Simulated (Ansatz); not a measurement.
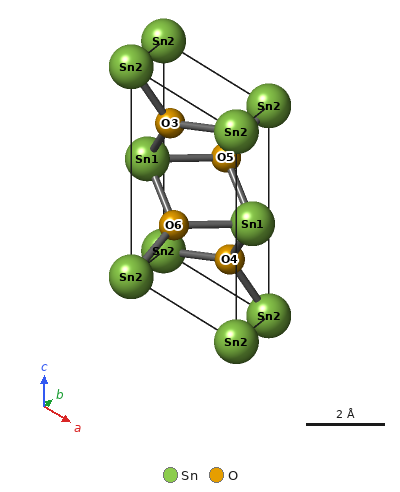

Fig. 1: The starting structure (ball-and-stick view of the cell of the calculation, set on other vectors, seen slightly off an axis; atoms are numbered from 1 in the order of the input). An atom can appear more than once, as a periodic image.

# Geometry relaxation, with input and output: SnO₂

- system: SnO₂ (6 atoms in the cell)
- method: DFT r2SCAN, scalar-relativistic, plane waves, PAW, no spin polarisation (Ansatz 0.2.0)

The structure derives from a Materials Project entry. It belongs to a series of runs on one base structure; here: shear of c along a, cell held, atoms relaxed: +9.0 %. Figures and captions count atoms from 1; the log counts them from 0 in places.

**What the program printed**
```
Warning: output.stress: scf.convergence.dr2_threshold = 6.4e-8 eV (the default of a walk held to its f_tol) is looser than the 6e-10 eV advised for a printed stress (1e-10 eV for each atom of the cell: 6). What an SCF threshold leaves in a stress goes as its square root, and in the free energy as the threshold itself, and one threshold admits the most on a small cell: of the crystals measured, under no hybrid functional and no lock of the moments, on runs that ended without the residual-converged pass, on stresses that held no estimate of that error, the worst erred by over 100 MPa in a component at 1e-7 eV an atom and by under 5 at 1e-10. Every solve of this run answers to scf.convergence.dr2_threshold, and the tensor of one is reported: a single SCF on the reported geometry and on this run's grids (its basis.xc_grid and basis.ecutrho_ratio typed), with scf.convergence.dr2_threshold at 6e-10 eV or tighter, prints it and tightens no other solve. Else set scf.convergence.dr2_threshold to 6e-10 eV or tighter. The threshold is an SCF's pass mark: one that does not reach it within its budget of iterations ends unconverged, or closes short of it on a stop that the run arms, and scf.convergence.dr2_threshold's page says what that costs each kind of run
Engine: ansatz 0.2.0, x86_64-unknown-linux-gnu
Pseudopotentials: kind: paw
Pseudopotential: Sn, paw, valence charge 14, recommended cutoff 500 eV (meta_gga), Sn.paw.azcp
Pseudopotential: O, paw, valence charge 6, recommended cutoff 500 eV (meta_gga), O.paw.azcp
Functional definition: r2SCAN
  parameter k0 = 0.174
  parameter k1 = 0.065
  parameter a1 = 4.9479
  exchange = r2scan_x(k0 = k0, k1 = k1, a1 = a1)
  correlation = r2scan_c
Crystal: 6 atoms, lattice volume = 72.509 Å³
Basis set: ecut = 500 eV, 1851 PW (Γ), exchange–correlation on 144×144×96 points (64 copies of the dense FFT grid, shifted against one another)
Bands: 32, of which v1, the nominal top of the filled ones, is band 26 counted from 1 (25 counted from 0)
Symmetry: 4 space group operations
Space group: P21/c (ITA 14), of the structure as read, at distance tolerance 4.2e-5 Å
k-points: 104 of 288
Non-local potential: Sn, projectors of the file, l = 0: 2, l = 1: 2, l = 2: 2, l = 3: 2
Non-local potential: O, projectors of the file, l = 0: 2, l = 1: 2, l = 2: 1
PAW form: soft (Blöchl's): semilocal exchange-correlation on the pseudo side does not see the compensation charge
PAW frozen core: Sn, regenerated for the run's functional (the file was generated under x = pbe(κ = 0.804, μ = 0.2195149727645171), c = pbe(β = 0.06672455060314922))
PAW frozen core: O, regenerated for the run's functional (the file was generated under x = pbe(κ = 0.804, μ = 0.2195149727645171), c = pbe(β = 0.06672455060314922))
PAW one-centre angular grid: Sn, 590 points (default); XC on 249 of its mesh's 2787 points in the sphere
PAW one-centre angular grid: O, 302 points (default); XC on 160 Gauss nodes
Initial density: superposition of atomic densities (neutral atoms: chi_scale 0, normalization atom), corrected by the library's trained network
Initial wavefunctions: pseudopotential atomic-orbital guess
Functional: x = r2scan, c = r2scan; τ floored in thin density (d = 2e-4 eV/Å³)
SCF iter   1: F=—  HF=-14352.139567 eV  |F-HF|=—  |Δ(HF+E_count)|=         —  Δρ=1.03e-2  dr2=5.69e-2  dr2_τ=2.70e-1  ethr=1.77e-3  ⟨swp⟩=6.3  Hψ=14673  notcnv=0
preconditioner: auto → Resta (q_TF=auto, 2.581 Å⁻¹)  ε∞=3.3  [insulator: Δε(μ)=1.742 eV  Ē_g=20.724 eV  σ=0.020 eV  W_gap=1.00  n_scr=18 (ndim 8)  ℏωp=31.4 eV  f_vac=0.028  D(μ)=0.00/eV (n_scr^D=0)  ε∞_Penn≈3.3]
SCF iter   2: F=—  HF=-14352.243357 eV  |F-HF|=—  |Δ(HF+E_count)|=   1.04e-1  Δρ=6.12e-3  dr2=1.50e-2  dr2_τ=1.02e-3  ethr=1.09e-4  ⟨swp⟩=2.9  Hψ=6434  notcnv=0  defer=184
SCF iter   3: F=—  HF=-14352.242388 eV  |F-HF|=—  |Δ(HF+E_count)|=   9.69e-4  Δρ=8.52e-4  dr2=5.06e-4  dr2_τ=1.04e-4  ethr=2.89e-5  ⟨swp⟩=2.0  Hψ=3584  notcnv=0  defer=184
SCF iter   4: F=—  HF=-14352.242473 eV  |F-HF|=—  |Δ(HF+E_count)|=   8.51e-5  Δρ=2.95e-4  dr2=4.49e-5  dr2_τ=4.67e-6  ethr=9.72e-7  ⟨swp⟩=2.1  Hψ=4749  notcnv=0  defer=184
SCF iter   5: F=—  HF=-14352.242480 eV  |F-HF|=—  |Δ(HF+E_count)|=   7.18e-6  Δρ=1.19e-4  dr2=1.22e-5  dr2_τ=6.90e-7  ethr=8.64e-8  ⟨swp⟩=2.0  Hψ=4743  notcnv=0  defer=184
SCF iter   6: F=—  HF=-14352.242478 eV  |F-HF|=—  |Δ(HF+E_count)|=   2.64e-6  Δρ=5.63e-5  dr2=2.45e-6  dr2_τ=7.28e-8  ethr=2.34e-8  ⟨swp⟩=2.1  Hψ=5661  notcnv=0  defer=184
SCF iter   7: F=-14352.242477 eV  HF=-14352.242477 eV  |F-HF|=1.85e-8  |Δ(HF+E_count)|=   6.11e-7  Δρ=7.54e-6  dr2=3.87e-8  dr2_τ=2.03e-9  ethr=3.08e-9  ⟨swp⟩=10.0  Hψ=15158  notcnv=0
SCF 1 converged in 7 iterations: F = -14352.242477 eV  dr2 = 3.87e-8
  greatest PAW one-centre occupation: 0.996 electrons in one spin orbital (limit 2), on the Sn atom at site 0 (counted from 0), in its partial waves of l = 2
relax step   1: F+E_penalty+E_count = -14352.24247698 eV  Δ(F+E_penalty+E_count) = +0.000e0 eV  max|allowed force component| = 1.474e-1 eV/Å  Δτ_max = 0.0000 Å  (7 SCF iters, dr2 threshold 1.60e-6 eV, accepted)
Initial density: handed on by an earlier stage of this run
Initial wavefunctions: those handed on with the density
iter 1 solved again at ethr=9.57e-7 eV; its pass at ethr=3.10e-3 eV (dr2=4.98e-4 eV) is discarded
SCF iter   1: F=—  HF=-14352.245216 eV  |F-HF|=—  |Δ(HF+E_count)|=         —  Δρ=1.52e-3  dr2=5.35e-4  dr2_τ=1.28e-2  ethr=9.57e-7  ⟨swp⟩=2.0  Hψ=10806  notcnv=0  defer=184
preconditioner: auto → Resta (q_TF=auto, 2.581 Å⁻¹)  ε∞=3.3  [insulator: Δε(μ)=1.675 eV  Ē_g=20.686 eV  σ=0.020 eV  W_gap=1.00  n_scr=18 (ndim 8)  ℏωp=31.4 eV  f_vac=0.029  D(μ)=0.00/eV (n_scr^D=0)  ε∞_Penn≈3.3]
SCF iter   2: F=—  HF=-14352.245611 eV  |F-HF|=—  |Δ(HF+E_count)|=   3.94e-4  Δρ=7.90e-4  dr2=1.93e-4  dr2_τ=1.60e-5  ethr=9.57e-7  ⟨swp⟩=2.0  Hψ=5258  notcnv=0  defer=184
SCF iter   3: F=—  HF=-14352.245603 eV  |F-HF|=—  |Δ(HF+E_count)|=   8.08e-6  Δρ=1.70e-4  dr2=8.17e-6  dr2_τ=2.69e-6  ethr=3.71e-7  ⟨swp⟩=2.0  Hψ=4311  notcnv=0  defer=184
SCF iter   4: F=—  HF=-14352.245611 eV  |F-HF|=—  |Δ(HF+E_count)|=   8.32e-6  Δρ=8.43e-5  dr2=2.05e-6  dr2_τ=2.43e-7  ethr=2.61e-9  ⟨swp⟩=10.0  Hψ=15370  notcnv=0
SCF iter   5: F=-14352.245613 eV  HF=-14352.245613 eV  |F-HF|=1.83e-7  |Δ(HF+E_count)|=   1.83e-6  Δρ=2.36e-5  dr2=2.49e-7  dr2_τ=4.11e-8  ethr=2.61e-9  ⟨swp⟩=6.0  Hψ=13867  notcnv=0
SCF 2 converged in 5 iterations: F = -14352.245613 eV  dr2 = 2.49e-7
  greatest PAW one-centre occupation: 0.996 electrons in one spin orbital (limit 2), on the Sn atom at site 1 (counted from 0), in its partial waves of l = 2
relax step   2: F+E_penalty+E_count = -14352.24561272 eV  Δ(F+E_penalty+E_count) = -3.136e-3 eV  max|allowed force component| = 6.101e-2 eV/Å  Δτ_max = 0.0086 Å  (5 SCF iters, dr2 threshold 1.36e-6 eV, accepted)
SCF iter   1: F=—  HF=-14352.245705 eV  |F-HF|=—  |Δ(HF+E_count)|=         —  Δρ=2.33e-3  dr2=9.55e-4  dr2_τ=2.58e-2  ethr=2.12e-5  ⟨swp⟩=3.0  Hψ=7534  notcnv=0  defer=185
preconditioner: auto → Resta (q_TF=auto, 2.581 Å⁻¹)  ε∞=3.3  [insulator: Δε(μ)=1.668 eV  Ē_g=20.680 eV  σ=0.020 eV  W_gap=1.00  n_scr=18 (ndim 8)  ℏωp=31.4 eV  f_vac=0.028  D(μ)=0.00/eV (n_scr^D=0)  ε∞_Penn≈3.3]
SCF iter   2: F=—  HF=-14352.246596 eV  |F-HF|=—  |Δ(HF+E_count)|=   8.92e-4  Δρ=1.18e-3  dr2=3.43e-4  dr2_τ=2.88e-5  ethr=1.84e-6  ⟨swp⟩=2.0  Hψ=6263  notcnv=0  defer=185
SCF iter   3: F=—  HF=-14352.246610 eV  |F-HF|=—  |Δ(HF+E_count)|=   1.30e-5  Δρ=2.36e-4  dr2=1.52e-5  dr2_τ=5.95e-6  ethr=6.60e-7  ⟨swp⟩=2.5  Hψ=4324  notcnv=0  defer=185
SCF iter   4: F=—  HF=-14352.246627 eV  |F-HF|=—  |Δ(HF+E_count)|=   1.80e-5  Δρ=1.07e-4  dr2=3.34e-6  dr2_τ=4.37e-7  ethr=2.92e-8  ⟨swp⟩=2.1  Hψ=4318  notcnv=0  defer=185
SCF iter   5: F=-14352.246631 eV  HF=-14352.246631 eV  |F-HF|=3.17e-8  |Δ(HF+E_count)|=   3.48e-6  Δρ=1.71e-5  dr2=9.00e-8  dr2_τ=1.14e-8  ethr=4.47e-10  ⟨swp⟩=9.2  Hψ=17089  notcnv=0
SCF 3 converged in 5 iterations: F = -14352.246631 eV  dr2 = 9.00e-8
relax step   3: F+E_penalty+E_count = -14352.24663092 eV  Δ(F+E_penalty+E_count) = -1.018e-3 eV  max|allowed force component| = 5.070e-3 eV/Å  Δτ_max = 0.0124 Å  (5 SCF iters, dr2 threshold 2.33e-7 eV, accepted)
iter 1 solved again at ethr=1.73e-10 eV; its pass at ethr=3.10e-3 eV (dr2=9.01e-8 eV) is discarded
SCF iter   1: F=—  HF=-14352.246631 eV  |F-HF|=—  |Δ(HF+E_count)|=         —  Δρ=1.71e-5  dr2=9.01e-8  dr2_τ=1.14e-8  ethr=1.73e-10  ⟨swp⟩=1.0  Hψ=9152  notcnv=0
preconditioner: auto → Resta (q_TF=auto, 2.581 Å⁻¹)  ε∞=3.3  [insulator: Δε(μ)=1.672 eV  Ē_g=20.681 eV  σ=0.020 eV  W_gap=1.00  n_scr=18 (ndim 8)  ℏωp=31.4 eV  f_vac=0.028  D(μ)=0.00/eV (n_scr^D=0)  ε∞_Penn≈3.3]
SCF iter   2: F=-14352.246631 eV  HF=-14352.246631 eV  |F-HF|=1.69e-9  |Δ(HF+E_count)|=   3.60e-9  Δρ=7.54e-6  dr2=1.45e-8  dr2_τ=2.10e-9  ethr=1.23e-10  ⟨swp⟩=3.0  Hψ=11834  notcnv=0
SCF 4 converged in 2 iterations: F = -14352.246631 eV  dr2 = 1.45e-8
relax step   4: F+E_penalty+E_count = -14352.24663095 eV  Δ(F+E_penalty+E_count) = -2.645e-8 eV  max|allowed force component| = 5.125e-3 eV/Å  Δτ_max = 0.0000 Å  (2 SCF iters, accepted)
iter 1 solved again at ethr=2.78e-11 eV; its pass at ethr=3.10e-3 eV (dr2=1.45e-8 eV) is discarded
SCF iter   1: F=—  HF=-14352.246631 eV  |F-HF|=—  |Δ(HF+E_count)|=         —  Δρ=7.54e-6  dr2=1.45e-8  dr2_τ=2.10e-9  ethr=2.78e-11  ⟨swp⟩=1.0  Hψ=13521  notcnv=0
SCF iter   2: F=-14352.246631 eV  HF=-14352.246631 eV  |F-HF|=5.37e-10  |Δ(HF+E_count)|=  3.80e-10  Δρ=3.57e-6  dr2=3.56e-9  dr2_τ=3.38e-10  ethr=2.78e-11  ⟨swp⟩=3.0  Hψ=8033  notcnv=0
SCF 5 converged in 2 iterations: F = -14352.246631 eV  dr2 = 3.56e-9
```

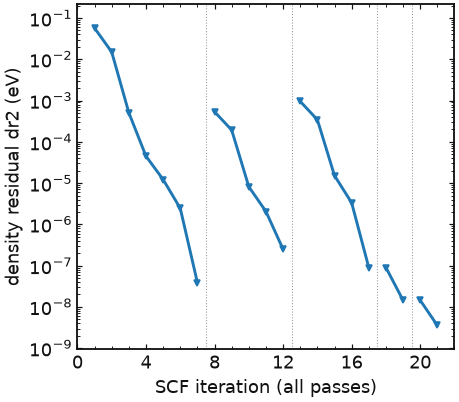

Fig. 2: Convergence of the self-consistent field: density residual dr2 against the SCF iteration. Dotted lines part the SCF passes that the log prints in full.

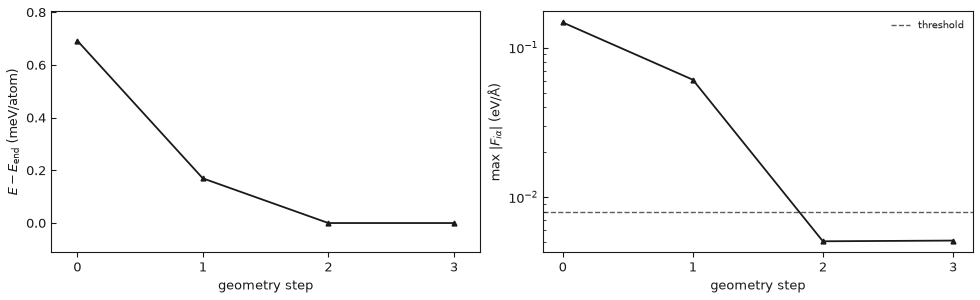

Fig. 3: Progress of the relaxation, step by step (the first geometry is step 0 here and step 1 in the log).

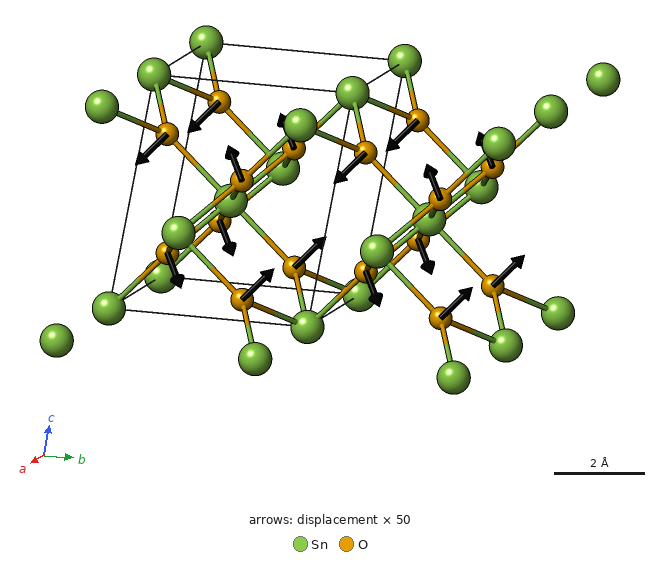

Fig. 4: The starting structure with the displacements as black arrows, magnified 50 times (ball-and-stick view of the cell of the calculation, set on other vectors, repeated 2 × 2 × 1, seen slightly off an axis). The largest moves, 0.020 Å, are those of O3, O4, O5 and O6. Sn stays in place. The cell stays as it was. Among the contacts that change: Sn1–O5 2.024 → 2.034 Å. The space group stays P2_1/c (No. 14). After 3 geometry steps the energy has fallen by 0.7 meV per atom. The largest force component goes from 0.15 to 0.0051 eV/Å. (Atoms are counted from 1 in the order of the input.)

```
SCF converged after 2 iterations
Free energy (F): -14352.246631 eV
Harris-Foulkes:  -14352.246631 eV  (|F-HF|=5.37e-10)
Internal energy: -14352.246631 eV  (E = F + TS)
E sigma→0 (E₀):  -14352.246631 eV
Fermi energy:    9.781767 eV
--- Per-component energies (eV) ---
  E_band       = -164.074571
  E_kinetic    = 1085.581615
  E_local      = -2877.064440  (includes V_loc(G=0)·N_el)
  E_nonlocal   = 131.490717
  E_hartree    = 1498.163531
  E_xc         = -1035.859332
  E_vxc        = -622.726423  (∫ρ·V_xc dr)
  E_paw        = -8985.957909  (= ΣΔE_a)
  E_vpaw       = -916.982852  (= ΣTr[D̂ρ^β])
  E_aug_tail   = 0.004076  (compensation charges beyond the density's cutoff)
  E_vtau       = 39.295633  (kinetic-family band-sum trace: ∫τ·v_τ [+ j·A + Jᵃ·Aᵃ] dr)
  E_ewald      = -4169.947765
  E_core_change = 1.342876  (= ΣΔE_core)
  E_smearing   = -0.000000  (= −TS)
  E_closure    = 0.000000  (closes the sum)
  Σ components = -14352.246631   (vs F -14352.246631, Δ=0.00e0)
--- Forces (eV/Å), atoms counted from 1 ---
  atom   1  Sn     0.00000000     0.00000000    -0.00000000
  atom   2  Sn    -0.00000000     0.00000000     0.00000000
  atom   3  O      0.00481166     0.00375747     0.00512886
  atom   4  O     -0.00481166    -0.00375747    -0.00512886
  atom   5  O     -0.00481166     0.00375747    -0.00512886
  atom   6  O      0.00481166    -0.00375747     0.00512886
  max |Σ_I F_I| component: 0.00e0 eV/Å
--- Stress (GPa, compression-positive) ---
       -0.206570       0.000000      -8.848096
        0.000000       0.627740       0.000000
       -8.848099       0.000000      -0.273309
  P = ⅓ Tr σ = 0.0493 GPa (0.493 kbar)
--- Band table (eV; the first three rows and the last of 104) ---
  k-point 0: bands = ["-12.8653", "-11.9933", "-11.7339", "-11.7074", "-11.6892", "-11.6128", "-11.5656", "-11.4987", "-11.4484", "-11.4481", "-10.7358", "-9.1129", "-9.1120", "-7.1486", "0.8761", "4.8282", "4.8421", "5.1535", "5.7677", "6.8803", "7.0302", "7.6230", "7.7077", "8.1485", "8.2193", "8.9456", "10.6179", "15.6671", "15.7082", "15.8610", "20.0615", "20.5156"]
  k-point 1: bands = ["-12.7936", "-11.9347", "-11.8582", "-11.8416", "-11.6810", "-11.6526", "-11.5635", "-11.5041", "-11.4660", "-11.4584", "-10.6798", "-8.8471", "-8.8427", "-7.2763", "0.8817", "4.8224", "4.9863", "5.1701", "5.8749", "5.9149", "6.9107", "7.1235", "7.1516", "8.1730", "8.2170", "8.8131", "11.5476", "15.9742", "16.3465", "16.5221", "19.2555", "21.2903"]
  k-point 2: bands = ["-12.6083", "-12.2177", "-12.1857", "-11.7608", "-11.6366", "-11.6135", "-11.5520", "-11.5239", "-11.4949", "-11.4732", "-10.4281", "-8.2892", "-8.2760", "-7.6640", "0.9463", "4.3540", "4.7057", "5.3556", "5.4331", "6.0781", "6.1341", "6.2179", "6.4747", "8.0567", "8.1013", "8.4450", "13.1883", "16.4285", "17.6373", "17.9939", "18.7902", "20.8335"]
  k-point 103: bands = ["-12.5974", "-12.5974", "-12.0929", "-12.0929", "-11.5644", "-11.5644", "-11.4966", "-11.4966", "-11.4544", "-11.4544", "-8.9629", "-8.9629", "-7.6137", "-7.6137", "1.0523", "1.0523", "3.9520", "3.9520", "6.2799", "6.2799", "6.6936", "6.6936", "7.8429", "7.8429", "8.2191", "8.2191", "14.3506", "14.3506", "18.4343", "18.4343", "20.5396", "20.5396"]
--- Relaxed structure (4 steps of the walk, 4 accepted, 0 SCFs on fresh bases) ---
  F+E_penalty+E_count = -14352.24663095 eV   max|allowed force component| = 5.125e-3 eV/Å
  atoms:
    - { symbol: Sn, position: [0.4999999999999999, 0.49999999999999994, 0.5] }
    - { symbol: Sn, position: [-2.764116825685748e-20, 1.5187455086018628e-20, -4.5157169265405913e-20] }
    - { symbol: O, position: [0.1988351804606169, 0.8099762773851208, 0.48853883683325205] }
    - { symbol: O, position: [0.801164819539383, 0.19002372261487907, 0.511461163166748] }
    - { symbol: O, position: [0.30116481953938307, 0.3099762773851209, 0.011461163166747926] }
    - { symbol: O, position: [0.6988351804606168, 0.6900237226148791, -0.011461163166747926] }
```

**Trajectory as extended XYZ (Å, eV, eV/Å), 4 frames, from step=1 to step=4**
```
6
Lattice="4.7592 0.0000 0.0000 0.0000 4.7592 0.0000 0.2881 0.0000 3.2013" Properties=species:S:1:pos:R:3:forces:R:3 step=1 energy=-14352.24248
Sn    2.5237    2.3796    1.6006    0.0000   0.0000   0.0000
Sn    0.0000    0.0000    0.0000    0.0000   0.0000   0.0000
O     1.0753    3.8438    1.5765    0.0310  -0.0161  -0.1474
O     3.9720    0.9154    1.6247   -0.0310   0.0161   0.1474
O     1.4484    1.4642    0.0241   -0.0310  -0.0161   0.1474
O     3.3108    3.2950   -0.0241    0.0310   0.0161  -0.1474
6
Lattice="4.7592 0.0000 0.0000 0.0000 4.7592 0.0000 0.2881 0.0000 3.2013" Properties=species:S:1:pos:R:3:forces:R:3 step=2 energy=-14352.24561
Sn    2.5237    2.3796    1.6006    0.0000   0.0000   0.0000
Sn    0.0000    0.0000    0.0000    0.0000   0.0000   0.0000
O     1.0794    3.8470    1.5697    0.0138   0.0023  -0.0610
O     3.9680    0.9122    1.6316   -0.0138  -0.0023   0.0610
O     1.4443    1.4674    0.0310   -0.0138   0.0023   0.0610
O     3.3149    3.2918   -0.0310    0.0138  -0.0023  -0.0610
6
Lattice="4.7592 0.0000 0.0000 0.0000 4.7592 0.0000 0.2881 0.0000 3.2013" Properties=species:S:1:pos:R:3:forces:R:3 step=3 energy=-14352.24663
Sn    2.5237    2.3796    1.6006    0.0000   0.0000   0.0000
Sn    0.0000    0.0000    0.0000    0.0000   0.0000   0.0000
O     1.0871    3.8548    1.5639    0.0049   0.0038   0.0051
O     3.9603    0.9044    1.6373   -0.0049  -0.0038  -0.0051
O     1.4366    1.4752    0.0367   -0.0049   0.0038  -0.0051
O     3.3226    3.2840   -0.0367    0.0049  -0.0038   0.0051
6
Lattice="4.7592 0.0000 0.0000 0.0000 4.7592 0.0000 0.2881 0.0000 3.2013" Properties=species:S:1:pos:R:3:forces:R:3 step=4 energy=-14352.24663
Sn    2.5237    2.3796    1.6006    0.0000   0.0000   0.0000
Sn    0.0000    0.0000    0.0000    0.0000   0.0000   0.0000
O     1.0871    3.8548    1.5639    0.0048   0.0038   0.0051
O     3.9603    0.9044    1.6373   -0.0048  -0.0038  -0.0051
O     1.4366    1.4752    0.0367   -0.0048   0.0038  -0.0051
O     3.3226    3.2840   -0.0367    0.0048  -0.0038   0.0051
```

The run was set up as follows.

**Input**
```yaml
crystal:
  lattice:
    - [4.7592005654, 0.0, 0.0]
    - [0.0, 4.7592005654, 0.0]
    - [0.2881142968, 0.0, 3.2012699648]
  atoms:
    - { symbol: Sn, position: [0.5, 0.5, 0.5] }
    - { symbol: Sn, position: [0.0, 0.0, 0.0] }
    - { symbol: O, position: [0.1961227724, 0.8076468788, 0.4924714124] }
    - { symbol: O, position: [0.8038772276, 0.1923531212, 0.5075285876] }
    - { symbol: O, position: [0.3038772276, 0.3076468788, 0.0075285876] }
    - { symbol: O, position: [0.6961227724, 0.6923531212, -0.0075285876] }
basis:
  ecutwfc: 500
kpoints:
  mp_grid: { grid: [6, 6, 8] }
hamiltonian:
  xc: r2scan
scf:
  occupations: { method: gaussian, width: 0.02 }
output:
  forces: true
  stress: true
  eigenvalues: true
relax:
  adjacent_minimum: "off"
  f_tol: 0.008
  max_steps: 40
```

Run as:
```bash
ansatz run input.yaml --threads 1 --pin off --max-ram 2560MiB --backend cpu --events-out ev --progress --plain --runs-dir out
```

**Key numbers**

```csv
quantity,value
outcome,converged
space group (tolerance 0.01 Å),P2₁/c (14)
electrons treated,52
free energy,−14352.2466 eV
Fermi energy,9.782 eV
gap on the k-point mesh,1.67 eV
pressure,0.05 GPa
final volume,72.51 Å³
largest force (length of the vector) at the end,0.008 eV/Å
final cell,"a = 4.759 Å, b = 4.759 Å, c = 3.214 Å, α = 90.00°, β = 84.86°, γ = 90.00°"
hardware,"1 thread of AMD EPYC (Zen 3), 189 GiB of memory available, shared host"
wall time,3.4 min
peak memory,0.67 GiB
```

Warnings of the run: the SCF threshold is looser than advised for the printed stress.
